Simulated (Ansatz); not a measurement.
N

```
CELL_PARAMETERS angstrom
5.81510 0.00000 0.00000
0.00000 5.81510 0.00000
0.00000 0.00000 5.81510
ATOMIC_POSITIONS crystal
N 0.06390 0.06390 0.06390
N 0.43610 0.93610 0.56390
N 0.56390 0.43610 0.93610
N 0.93610 0.56390 0.43610
N 0.95414 0.95414 0.95414
N 0.54586 0.04586 0.45414
N 0.45414 0.54586 0.04586
N 0.04586 0.45414 0.54586
```

Space group P2₁3; a structure from a database of computed crystals, not necessarily the ambient phase.

The calculation used Ansatz, DFT PBEsol, plane waves, PAW.

The density is the valence pseudo-density of a PAW calculation; it isn't the true density close to the nuclei.

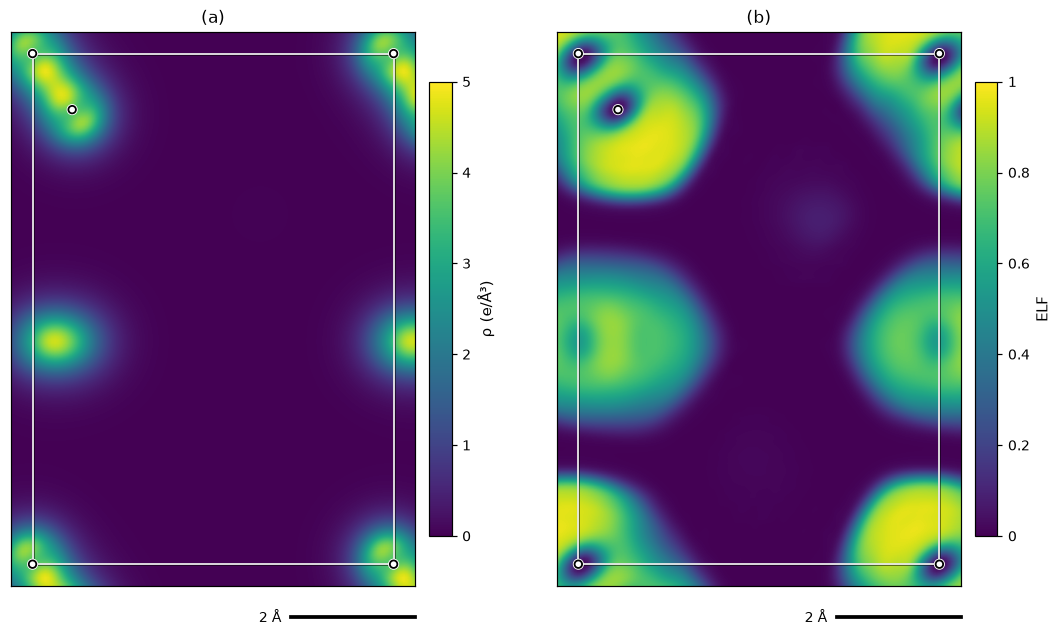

Figure 1. (a) valence pseudo-density; (b) ELF on the (101) plane of the conventional cell. Circles mark the nuclei in the plane (N).

Describe what can be read from this map.

The plane passes through N nuclei. Atoms just off the plane (N, 0.4 Å away) can leave unmarked features too. N–N (1.11 Å): ρ is about 4.5 e/Å³ halfway; the ELF peaks at about 0.85 between the atoms (inside overlapping PAW spheres, so only a guide) (a multiple bond). The density dies away to nearly zero in the voids. The ELF also peaks beside N, away from the bonds: lone-pair regions.

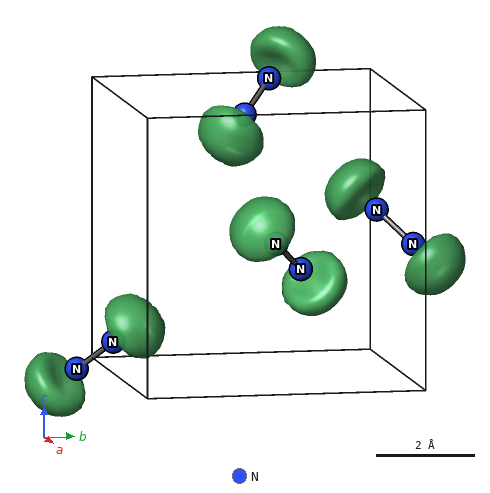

Figure 2. Isosurface of the ELF at 0.9 (green), seen slightly off an axis. Core shells and regions of very low density are left out. Sticks mark near contacts.

Where are the electrons localised?

The ELF exceeds this value in eight lobes on N, pointing away from the bonds (lone pairs), counted in one cell of 8 atoms. Any copies at cell faces, edges or corners count once.

Metal or insulator at this level of theory?

It is gapped, with a Kohn–Sham gap of 7.4 eV on the k-point mesh, an upper bound to the gap of this method.
